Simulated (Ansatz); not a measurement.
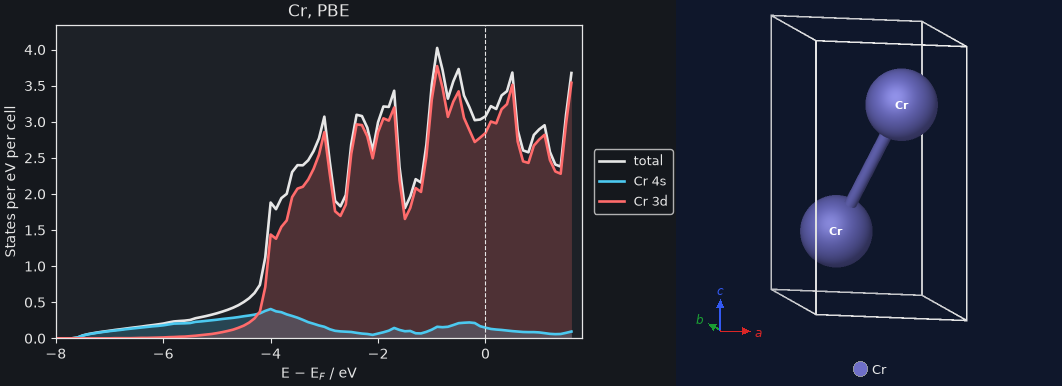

Describe the figure.

Density of states of Cr, space group P6_3/mmc (No. 194), 2 atoms in the cell, beside the structure. Computed with Ansatz: DFT PBE, scalar-relativistic, plane waves, PAW, no spin polarisation, 21×21×10 k mesh, 420 eV cutoff, Gaussian smearing of 0.1 eV. Energies are counted from the Fermi level. The partial curves are projected on Löwdin-orthogonalised atomic shells.

It is a metal. The density of states at the Fermi level is about 3.1 per eV and cell (mean within 0.25 eV), or 1.6 per atom. By projected weight, the states within 0.3 eV of the Fermi level are Cr 3d almost alone.

The run has no spin polarisation, so a magnetic state may lie lower.
